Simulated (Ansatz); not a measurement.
**Geometry relaxation of MgO (part 1 of 3)**

System: MgO (slab, 40 atoms in the cell).
Method: DFT PBE, scalar-relativistic, plane waves, PAW, no spin polarisation (Ansatz 0.2.0).

The structure derives from an entry of the Crystallography Open Database. The input holds or restrains some coordinates. Forces given for the steps count only the free coordinates. It belongs to a series of runs on one base structure; here: stripe over 1 of 3 cells, two steps.

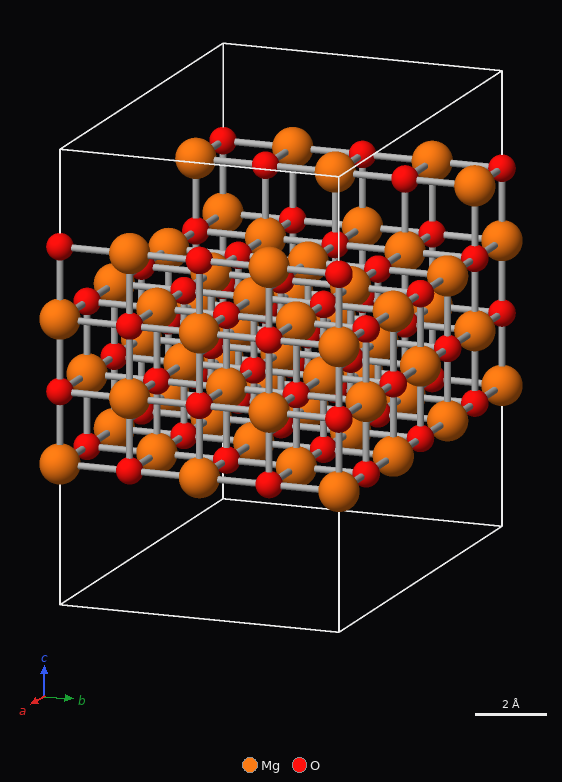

**Figure 1.** The starting structure (ball-and-stick view of the 1 × 2 repeat of the cell, with the vacuum cut short, seen slightly off an axis). An atom can appear more than once, as a periodic image.

## Input
```yaml
crystal:
  lattice:
    - [12.7611135581, 0.0, 0.0]
    - [0.0, 4.2537045194, 0.0]
    - [0.0, 0.0, 18.380556779]
  atoms:
    - { symbol: Mg, position: [0.0, 0.0, 0.081607974] }
    - { symbol: O, position: [0.1666666667, 0.0, 0.081607974] }
    - { symbol: Mg, position: [0.0, 0.5, 0.1973200433] }
    - { symbol: O, position: [0.1666666667, 0.5, 0.1973200433] }
    - { symbol: Mg, position: [0.1666666667, 0.0, 0.1973200433] }
    - { symbol: O, position: [0.0, 0.0, 0.1973200433] }
    - { symbol: Mg, position: [0.1666666667, 0.5, 0.081607974] }
    - { symbol: O, position: [0.0, 0.5, 0.081607974] }
    - { symbol: Mg, position: [0.3333333333, 0.0, 0.081607974] }
    - { symbol: O, position: [0.5, 0.0, 0.081607974] }
    - { symbol: Mg, position: [0.3333333333, 0.5, 0.1973200433] }
    - { symbol: O, position: [0.5, 0.5, 0.1973200433] }
    - { symbol: Mg, position: [0.5, 0.0, 0.1973200433] }
    - { symbol: O, position: [0.3333333333, 0.0, 0.1973200433] }
    - { symbol: Mg, position: [0.5, 0.5, 0.081607974] }
    - { symbol: O, position: [0.3333333333, 0.5, 0.081607974] }
    - { symbol: Mg, position: [0.6666666667, 0.0, 0.081607974] }
    - { symbol: O, position: [0.8333333333, 0.0, 0.081607974] }
    - { symbol: Mg, position: [0.6666666667, 0.5, 0.1973200433] }
    - { symbol: O, position: [0.8333333333, 0.5, 0.1973200433] }
    - { symbol: Mg, position: [0.8333333333, 0.0, 0.1973200433] }
    - { symbol: O, position: [0.6666666667, 0.0, 0.1973200433] }
    - { symbol: Mg, position: [0.8333333333, 0.5, 0.081607974] }
    - { symbol: O, position: [0.6666666667, 0.5, 0.081607974] }
    - { symbol: Mg, position: [0.0, 0.0, 0.3130321126] }
    - { symbol: O, position: [0.1666666667, 0.0, 0.3130321126] }
    - { symbol: Mg, position: [0.1666666667, 0.5, 0.3130321126] }
    - { symbol: O, position: [0.0, 0.5, 0.3130321126] }
    - { symbol: Mg, position: [0.3333333333, 0.0, 0.3130321126] }
    - { symbol: O, position: [0.5, 0.0, 0.3130321126] }
    - { symbol: Mg, position: [0.5, 0.5, 0.3130321126] }
    - { symbol: O, position: [0.3333333333, 0.5, 0.3130321126] }
    - { symbol: Mg, position: [0.6666666667, 0.0, 0.3130321126] }
    - { symbol: O, position: [0.8333333333, 0.0, 0.3130321126] }
    - { symbol: Mg, position: [0.8333333333, 0.5, 0.3130321126] }
    - { symbol: O, position: [0.6666666667, 0.5, 0.3130321126] }
    - { symbol: Mg, position: [0.0, 0.5, 0.4287441819] }
    - { symbol: O, position: [0.1666666667, 0.5, 0.4287441819] }
    - { symbol: Mg, position: [0.1666666667, 0.0, 0.4287441819] }
    - { symbol: O, position: [0.0, 0.0, 0.4287441819] }
basis:
  ecutwfc: 420
kpoints:
  mp_grid: { grid: [2, 6, 1] }
hamiltonian:
  xc: pbe
scf:
  occupations: { method: gaussian, width: 0.05 }
output:
  forces: true
  eigenvalues: true
  populations: true
  write_density: true
  write_potential: true
  elf: true
  volumetric_format: npy
relax:
  adjacent_minimum: "off"
  f_tol: 0.02
  max_steps: 45
  constraints: [{ sites: [0, 1, 6, 7, 8, 9, 14, 15, 16, 17, 22, 23] }]
efield:
  axis: 3
  dipole_correction: true
  ramp_width: 0.04
```

Run on 4 threads of Intel Xeon (Granite Rapids), 16 GiB of memory available, shared host.

Launched with:
```bash
ansatz run input.yaml --threads 4 --pin off --max-ram 11264MiB --backend cpu --events-out ev --progress --plain --runs-dir out
```

## The program's output
```
Engine: ansatz 0.2.0, x86_64-unknown-linux-gnu
Pseudopotentials: kind: paw
Pseudopotential: Mg, paw, valence charge 10, recommended cutoff 420 eV (normal), Mg.paw.azcp
Pseudopotential: O, paw, valence charge 6, recommended cutoff 420 eV (normal), O.paw.azcp
Functional definition: PBE
  parameter kappa = 0.804
  parameter beta = 0.06672455060314922
  exchange = pbe_x(kappa = kappa, mu = beta*pi^2/3)
  correlation = pbe_c(beta = beta)
Crystal: 40 atoms, lattice volume = 997.734 Å³
Basis set: ecut = 420 eV, 19505 PW (Γ), exchange–correlation on 180×60×250 points (8 copies of the dense FFT grid, shifted against one another)
Bands: 200, of which v1, the nominal top of the filled ones, is band 160 counted from 1 (159 counted from 0)
Symmetry: 4 space group operations
Space group: Pma2 (ITA 28), of the structure as read, at distance tolerance 1.0e-4 Å
k-points: 8 of 12
Non-local potential: Mg, projectors of the file, l = 0: 3, l = 1: 2, l = 2: 1
Non-local potential: O, projectors of the file, l = 0: 2, l = 1: 2, l = 2: 1
PAW form: soft (Blöchl's): semilocal exchange-correlation on the pseudo side does not see the compensation charge
PAW one-centre angular grid: Mg, 110 points (default); XC on 64 Gauss nodes
PAW one-centre angular grid: O, 110 points (default); XC on 64 Gauss nodes
Initial density: superposition of atomic densities (neutral atoms: chi_scale 0, normalization atom), corrected by the library's trained network
Initial wavefunctions: pseudopotential atomic-orbital guess
Functional: x = pbe(κ = 0.804, μ = 0.2195149727645171), c = pbe(β = 0.06672455060314922)
SCF iter   1: F=—  HF=-49874.129147 eV  |F-HF|=—  |Δ(HF+E_count)|=         —  Δρ=1.37e-3  dr2=4.62e-2  ethr=1.77e-3  p=-0.149 e·Å  D=-2.70e-2 V/Å  ΔV_dip=0.50 eV  dr2_dipole=4.24e-3  V_vac-E_F(+/−)=3.81/3.31 eV  ⟨swp⟩=7.8  Hψ=6649  notcnv=0  defer=66
efield: sawtooth ramp at fractional position 0.7352 (placed from the atoms, in the widest stretch of the axis that holds none; the zero of the levels goes with the place), width 0.0400; the density the first Hamiltonian is built on has a dipole p = -0.149 e·Å; the dipole correction subtracts the counter field D = -2.70e-2 V/Å, which shifts the + side's vacuum level by +0.50 eV against the − side's; the planar-averaged density in the ramp window peaks in size at 6.5e-5 e/Å³
preconditioner: auto → Resta (q_TF=auto, 2.257 Å⁻¹)  ε∞=2.4  [insulator: Δε(μ)=2.567 eV  Ē_g=12.660 eV  σ=0.050 eV  W_gap=1.00  n_scr=202 (ndim 8)  ℏωp=14.9 eV  f_vac=0.556  D(μ)=0.00/eV (n_scr^D=0)  ε∞_Penn≈2.4  vacuum switching on, ρ_ref=1.2e-2 e/Å³]
SCF iter   2: F=—  HF=-49874.124403 eV  |F-HF|=—  |Δ(HF+E_count)|=   4.74e-3  Δρ=8.35e-4  dr2=6.09e-3  ethr=1.44e-5  p=-0.080 e·Å  D=-1.44e-2 V/Å  ΔV_dip=0.27 eV  dr2_dipole=8.25e-5  V_vac-E_F(+/−)=3.61/3.35 eV  ⟨swp⟩=3.0  Hψ=2741  notcnv=0  defer=275
SCF iter   3: F=—  HF=-49874.119724 eV  |F-HF|=—  |Δ(HF+E_count)|=   4.68e-3  Δρ=4.14e-4  dr2=1.79e-3  ethr=1.90e-6  p=-0.061 e·Å  D=-1.11e-2 V/Å  ΔV_dip=0.20 eV  dr2_dipole=4.39e-6  V_vac-E_F(+/−)=3.54/3.33 eV  ⟨swp⟩=2.0  Hψ=2010  notcnv=0  defer=275
SCF iter   4: F=—  HF=-49874.119950 eV  |F-HF|=—  |Δ(HF+E_count)|=   2.26e-4  Δρ=1.74e-4  dr2=2.27e-4  ethr=5.61e-7  p=-0.059 e·Å  D=-1.07e-2 V/Å  ΔV_dip=0.20 eV  dr2_dipole=4.47e-6  V_vac-E_F(+/−)=3.51/3.31 eV  ⟨swp⟩=2.0  Hψ=2011  notcnv=0  defer=275
SCF iter   5: F=—  HF=-49874.120043 eV  |F-HF|=—  |Δ(HF+E_count)|=   9.32e-5  Δρ=7.31e-5  dr2=4.70e-5  ethr=7.08e-8  p=-0.060 e·Å  D=-1.09e-2 V/Å  ΔV_dip=0.20 eV  dr2_dipole=1.04e-7  V_vac-E_F(+/−)=3.50/3.29 eV  ⟨swp⟩=2.0  Hψ=1870  notcnv=0  defer=275
iter 6 did not close the SCF: its close was put off until two iterations running show no level that it waits for move by more than its bar (scf_convergence_deferred on its scf_iter line)
SCF iter   6: F=-49874.120041 eV  HF=-49874.120036 eV  |F-HF|=4.10e-6  |Δ(HF+E_count)|=   6.83e-6  Δρ=1.94e-5  dr2=2.94e-6  ethr=3.12e-9  p=-0.060 e·Å  D=-1.10e-2 V/Å  ΔV_dip=0.20 eV  dr2_dipole=4.74e-11  V_vac-E_F(+/−)=3.49/3.29 eV  ⟨swp⟩=31.1  Hψ=18980  notcnv=0
iter 7 did not close the SCF: its close was put off until two iterations running show no level that it waits for move by more than its bar (scf_convergence_deferred on its scf_iter line)
SCF iter   7: F=-49874.120041 eV  HF=-49874.120041 eV  |F-HF|=8.99e-7  |Δ(HF+E_count)|=   4.04e-6  Δρ=7.59e-6  dr2=5.38e-7  ethr=9.20e-10  p=-0.061 e·Å  D=-1.10e-2 V/Å  ΔV_dip=0.20 eV  dr2_dipole=6.37e-10  V_vac-E_F(+/−)=3.49/3.29 eV  ⟨swp⟩=16.1  Hψ=13222  notcnv=0
iter 8 did not close the SCF: its close was put off until two iterations running show no level that it waits for move by more than its bar (scf_convergence_deferred on its scf_iter line)
SCF iter   8: F=-49874.120042 eV  HF=-49874.120042 eV  |F-HF|=7.18e-8  |Δ(HF+E_count)|=   1.04e-6  Δρ=2.71e-6  dr2=5.98e-8  ethr=1.68e-10  p=-0.061 e·Å  D=-1.10e-2 V/Å  ΔV_dip=0.20 eV  dr2_dipole=3.32e-10  V_vac-E_F(+/−)=3.49/3.29 eV  ⟨swp⟩=15.1  Hψ=12198  notcnv=0
iter 9 did not close the SCF: its close was put off until two iterations running show no level that it waits for move by more than its bar (scf_convergence_deferred on its scf_iter line)
SCF iter   9: F=-49874.120042 eV  HF=-49874.120042 eV  |F-HF|=2.22e-9  |Δ(HF+E_count)|=   9.53e-8  Δρ=7.13e-7  dr2=4.84e-9  ethr=1.87e-11  p=-0.061 e·Å  D=-1.10e-2 V/Å  ΔV_dip=0.20 eV  dr2_dipole=1.82e-13  V_vac-E_F(+/−)=3.49/3.29 eV  ⟨swp⟩=11.9  Hψ=10957  notcnv=0
SCF iter  10: F=-49874.120042 eV  HF=-49874.120042 eV  |F-HF|=1.67e-10  |Δ(HF+E_count)|=   3.70e-9  Δρ=3.90e-7  dr2=1.31e-9  ethr=1.51e-12  p=-0.061 e·Å  D=-1.10e-2 V/Å  ΔV_dip=0.20 eV  dr2_dipole=3.58e-13  V_vac-E_F(+/−)=3.49/3.29 eV  ⟨swp⟩=8.0  Hψ=9487  notcnv=0
SCF 1 converged in 10 iterations: F = -49874.120042 eV  dr2 = 1.31e-9
  greatest PAW one-centre occupation: 1.000 electrons in one spin orbital (limit 2), on the Mg atom at site 20 (counted from 0), in its partial waves of l = 0
relax step   1: F+E_penalty+E_count = -49874.12004164 eV  Δ(F+E_penalty+E_count) = +0.000e0 eV  max|allowed force component| = 1.623e0 eV/Å  Δτ_max = 0.0000 Å  (10 SCF iters, dr2 threshold 1.00e-5 eV, accepted)
Initial density: handed on by an earlier stage of this run
Initial wavefunctions: those handed on with the density
iter 1 solved again at ethr=4.64e-5 eV; its pass at ethr=3.10e-3 eV (dr2=1.48e-1 eV) is discarded
SCF iter   1: F=—  HF=-49874.636243 eV  |F-HF|=—  |Δ(HF+E_count)|=         —  Δρ=3.10e-3  dr2=1.53e-1  ethr=4.64e-5  p=-0.061 e·Å  D=-1.10e-2 V/Å  ΔV_dip=0.20 eV  dr2_dipole=5.12e-3  V_vac-E_F(+/−)=3.50/3.30 eV  ⟨swp⟩=1.9  Hψ=5050  notcnv=0  defer=269
efield: sawtooth ramp at fractional position 0.7352 (handed on by an earlier solve), width 0.0400; the density the first Hamiltonian is built on has a dipole p = -0.061 e·Å; the dipole correction subtracts the counter field D = -1.10e-2 V/Å, which shifts the + side's vacuum level by +0.20 eV against the − side's; the planar-averaged density in the ramp window peaks in size at 6.5e-6 e/Å³
preconditioner: auto → Resta (q_TF=auto, 2.257 Å⁻¹)  ε∞=2.4  [insulator: Δε(μ)=2.876 eV  Ē_g=12.689 eV  σ=0.050 eV  W_gap=1.00  n_scr=202 (ndim 8)  ℏωp=14.9 eV  f_vac=0.559  D(μ)=0.00/eV (n_scr^D=0)  ε∞_Penn≈2.4  vacuum switching on, ρ_ref=1.2e-2 e/Å³]
SCF iter   2: F=—  HF=-49874.598348 eV  |F-HF|=—  |Δ(HF+E_count)|=   3.79e-2  Δρ=1.53e-3  dr2=2.94e-2  ethr=4.64e-5  p=-0.117 e·Å  D=-2.12e-2 V/Å  ΔV_dip=0.39 eV  dr2_dipole=3.10e-4  V_vac-E_F(+/−)=3.61/3.22 eV  ⟨swp⟩=2.0  Hψ=1861  notcnv=0  defer=269
SCF iter   3: F=—  HF=-49874.590323 eV  |F-HF|=—  |Δ(HF+E_count)|=   8.02e-3  Δρ=1.07e-3  dr2=9.89e-3  ethr=9.18e-6  p=-0.132 e·Å  D=-2.40e-2 V/Å  ΔV_dip=0.44 eV  dr2_dipole=2.99e-5  V_vac-E_F(+/−)=3.69/3.25 eV  ⟨swp⟩=2.0  Hψ=2168  notcnv=0  defer=269
SCF iter   4: F=—  HF=-49874.588784 eV  |F-HF|=—  |Δ(HF+E_count)|=   1.54e-3  Δρ=2.57e-4  dr2=5.96e-4  ethr=3.09e-6  p=-0.136 e·Å  D=-2.47e-2 V/Å  ΔV_dip=0.45 eV  dr2_dipole=8.01e-8  V_vac-E_F(+/−)=3.68/3.22 eV  ⟨swp⟩=2.0  Hψ=2066  notcnv=0  defer=270
SCF iter   5: F=—  HF=-49874.589045 eV  |F-HF|=—  |Δ(HF+E_count)|=   2.61e-4  Δρ=8.29e-5  dr2=6.31e-5  ethr=1.86e-7  p=-0.136 e·Å  D=-2.47e-2 V/Å  ΔV_dip=0.45 eV  dr2_dipole=9.13e-8  V_vac-E_F(+/−)=3.68/3.23 eV  ⟨swp⟩=2.5  Hψ=2430  notcnv=0  defer=270
SCF iter   6: F=-49874.589057 eV  HF=-49874.589063 eV  |F-HF|=6.06e-6  |Δ(HF+E_count)|=   1.82e-5  Δρ=4.41e-5  dr2=1.68e-5  ethr=1.97e-8  p=-0.137 e·Å  D=-2.48e-2 V/Å  ΔV_dip=0.46 eV  dr2_dipole=4.04e-8  V_vac-E_F(+/−)=3.68/3.23 eV  ⟨swp⟩=27.9  Hψ=17987  notcnv=0
SCF 2 converged in 6 iterations: F = -49874.589057 eV  dr2 = 1.68e-5
[... from here on the iterations of each SCF are left out, up to the last one ...]
relax step   2: F+E_penalty+E_count = -49874.58905695 eV  Δ(F+E_penalty+E_count) = -4.690e-1 eV  max|allowed force component| = 8.370e-1 eV/Å  Δτ_max = 0.1172 Å  (6 SCF iters, dr2 threshold 1.00e-4 eV, accepted)
efield: sawtooth ramp at fractional position 0.7352 (handed on by an earlier solve), width 0.0400; the density the first Hamiltonian is built on has a dipole p = -0.137 e·Å; the dipole correction subtracts the counter field D = -2.48e-2 V/Å, which shifts the + side's vacuum level by +0.46 eV against the − side's; the planar-averaged density in the ramp window peaks in size at 7.2e-6 e/Å³
preconditioner: auto → Resta (q_TF=auto, 2.257 Å⁻¹)  ε∞=2.4  [insulator: Δε(μ)=3.153 eV  Ē_g=12.791 eV  σ=0.050 eV  W_gap=1.00  n_scr=202 (ndim 8)  ℏωp=14.9 eV  f_vac=0.559  D(μ)=0.00/eV (n_scr^D=0)  ε∞_Penn≈2.4  vacuum switching on, ρ_ref=1.2e-2 e/Å³]
SCF 3 converged in 6 iterations: F = -49874.816199 eV  dr2 = 1.09e-5
relax step   3: F+E_penalty+E_count = -49874.81619852 eV  Δ(F+E_penalty+E_count) = -2.271e-1 eV  max|allowed force component| = 3.697e-1 eV/Å  Δτ_max = 0.0794 Å  (6 SCF iters, dr2 threshold 4.38e-5 eV, accepted)
efield: sawtooth ramp at fractional position 0.7352 (handed on by an earlier solve), width 0.0400; the density the first Hamiltonian is built on has a dipole p = -0.179 e·Å; the dipole correction subtracts the counter field D = -3.25e-2 V/Å, which shifts the + side's vacuum level by +0.60 eV against the − side's; the planar-averaged density in the ramp window peaks in size at 7.9e-6 e/Å³
preconditioner: auto → Resta (q_TF=auto, 2.257 Å⁻¹)  ε∞=2.3  [insulator: Δε(μ)=3.116 eV  Ē_g=12.821 eV  σ=0.050 eV  W_gap=1.00  n_scr=202 (ndim 8)  ℏωp=14.9 eV  f_vac=0.558  D(μ)=0.00/eV (n_scr^D=0)  ε∞_Penn≈2.3  vacuum switching on, ρ_ref=1.2e-2 e/Å³]
SCF 4 converged in 6 iterations: F = -49874.885357 eV  dr2 = 1.68e-5
relax step   4: F+E_penalty+E_count = -49874.88535669 eV  Δ(F+E_penalty+E_count) = -6.916e-2 eV  max|allowed force component| = 2.123e-1 eV/Å  Δτ_max = 0.2000 Å  (6 SCF iters, dr2 threshold 2.67e-5 eV, accepted)
efield: sawtooth ramp at fractional position 0.7352 (handed on by an earlier solve), width 0.0400; the density the first Hamiltonian is built on has a dipole p = -0.132 e·Å; the dipole correction subtracts the counter field D = -2.40e-2 V/Å, which shifts the + side's vacuum level by +0.44 eV against the − side's; the planar-averaged density in the ramp window peaks in size at 8.1e-6 e/Å³
preconditioner: auto → Resta (q_TF=auto, 2.257 Å⁻¹)  ε∞=2.4  [insulator: Δε(μ)=3.126 eV  Ē_g=12.769 eV  σ=0.050 eV  W_gap=1.00  n_scr=202 (ndim 8)  ℏωp=14.9 eV  f_vac=0.559  D(μ)=0.00/eV (n_scr^D=0)  ε∞_Penn≈2.4  vacuum switching on, ρ_ref=1.2e-2 e/Å³]
SCF 5 converged in 6 iterations: F = -49874.910769 eV  dr2 = 3.30e-6
  greatest PAW one-centre occupation: 1.000 electrons in one spin orbital (limit 2), on the Mg atom at site 12 (counted from 0), in its partial waves of l = 0
relax step   5: F+E_penalty+E_count = -49874.91076941 eV  Δ(F+E_penalty+E_count) = -2.541e-2 eV  max|allowed force component| = 3.044e-2 eV/Å  Δτ_max = 0.0704 Å  (6 SCF iters, dr2 threshold 8.79e-6 eV, accepted)
SCF iter   1: F=—  HF=-49874.916357 eV  |F-HF|=—  |Δ(HF+E_count)|=         —  Δρ=9.14e-5  dr2=1.29e-4  ethr=6.23e-7  p=-0.157 e·Å  D=-2.85e-2 V/Å  ΔV_dip=0.52 eV  dr2_dipole=1.10e-6  V_vac-E_F(+/−)=3.75/3.23 eV  ⟨swp⟩=2.0  Hψ=2552  notcnv=0  defer=184
efield: sawtooth ramp at fractional position 0.7352 (handed on by an earlier solve), width 0.0400; the density the first Hamiltonian is built on has a dipole p = -0.157 e·Å; the dipole correction subtracts the counter field D = -2.85e-2 V/Å, which shifts the + side's vacuum level by +0.52 eV against the − side's; the planar-averaged density in the ramp window peaks in size at 8.1e-6 e/Å³
preconditioner: auto → Resta (q_TF=auto, 2.257 Å⁻¹)  ε∞=2.4  [insulator: Δε(μ)=3.112 eV  Ē_g=12.780 eV  σ=0.050 eV  W_gap=1.00  n_scr=202 (ndim 8)  ℏωp=14.9 eV  f_vac=0.559  D(μ)=0.00/eV (n_scr^D=0)  ε∞_Penn≈2.4  vacuum switching on, ρ_ref=1.2e-2 e/Å³]
SCF iter   2: F=—  HF=-49874.916328 eV  |F-HF|=—  |Δ(HF+E_count)|=   2.94e-5  Δρ=4.43e-5  dr2=2.48e-5  ethr=4.03e-8  p=-0.158 e·Å  D=-2.87e-2 V/Å  ΔV_dip=0.53 eV  dr2_dipole=4.66e-8  V_vac-E_F(+/−)=3.75/3.22 eV  ⟨swp⟩=2.0  Hψ=2314  notcnv=0  defer=182
SCF iter   3: F=—  HF=-49874.911026 eV  |F-HF|=—  |Δ(HF+E_count)|=   5.30e-3  Δρ=2.82e-5  dr2=5.70e-6  ethr=7.75e-9  p=-0.158 e·Å  D=-2.87e-2 V/Å  ΔV_dip=0.53 eV  dr2_dipole=2.81e-8  V_vac-E_F(+/−)=3.75/3.22 eV  ⟨swp⟩=2.0  Hψ=2602  notcnv=0  defer=182
SCF iter   4: F=—  HF=-49874.911025 eV  |F-HF|=—  |Δ(HF+E_count)|=   6.70e-7  Δρ=1.04e-5  dr2=5.43e-7  ethr=1.78e-9  p=-0.159 e·Å  D=-2.88e-2 V/Å  ΔV_dip=0.53 eV  dr2_dipole=1.86e-9  V_vac-E_F(+/−)=3.75/3.22 eV  ⟨swp⟩=2.0  Hψ=1962  notcnv=0  defer=182
SCF iter   5: F=—  HF=-49874.911026 eV  |F-HF|=—  |Δ(HF+E_count)|=   5.46e-7  Δρ=5.29e-6  dr2=2.04e-7  ethr=3.13e-11  p=-0.159 e·Å  D=-2.88e-2 V/Å  ΔV_dip=0.53 eV  dr2_dipole=3.37e-9  V_vac-E_F(+/−)=3.75/3.22 eV  ⟨swp⟩=17.4  Hψ=13466  notcnv=0
SCF iter   6: F=-49874.911026 eV  HF=-49874.911026 eV  |F-HF|=8.24e-9  |Δ(HF+E_count)|=   5.28e-8  Δρ=1.56e-6  dr2=1.38e-8  ethr=3.13e-11  p=-0.159 e·Å  D=-2.88e-2 V/Å  ΔV_dip=0.53 eV  dr2_dipole=5.29e-11  V_vac-E_F(+/−)=3.75/3.22 eV  ⟨swp⟩=10.0  Hψ=10462  notcnv=0
SCF 6 converged in 6 iterations: F = -49874.911026 eV  dr2 = 1.38e-8
relax step   6: F+E_penalty+E_count = -49874.91102575 eV  Δ(F+E_penalty+E_count) = -2.563e-4 eV  max|allowed force component| = 4.113e-3 eV/Å  Δτ_max = 0.0030 Å  (6 SCF iters, accepted)
```

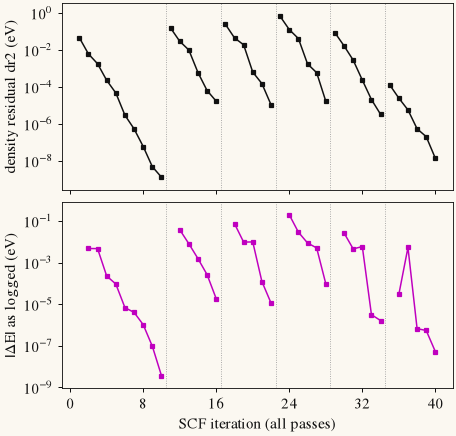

**Figure 2.** Convergence of the self-consistent field: density residual dr2 and size of the energy change against the SCF iteration. The dotted lines part the SCF passes of the relaxation: geometry steps, rejected trials and re-solves on a re-selected basis. The 6 passes take 6 to 10 iterations each, 40 in all.

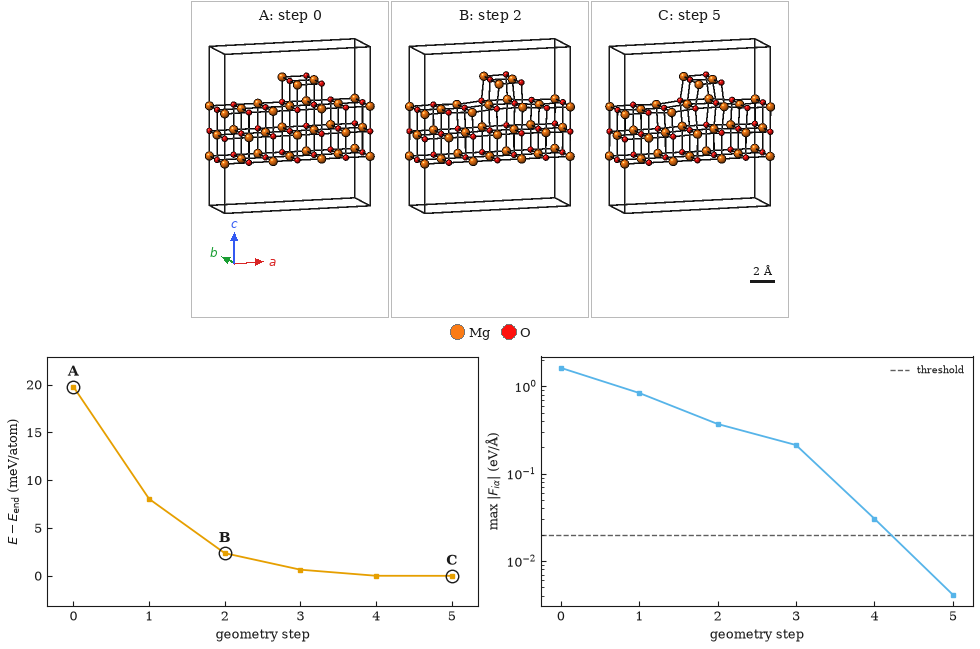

**Figure 3.** Frames of the restrained relaxation (ball-and-stick view of the cell of the calculation, with the vacuum cut short (origin shifted), seen slightly off an axis) above the curves, on which the letters mark them (the first geometry is step 0 here and step 1 in the log).
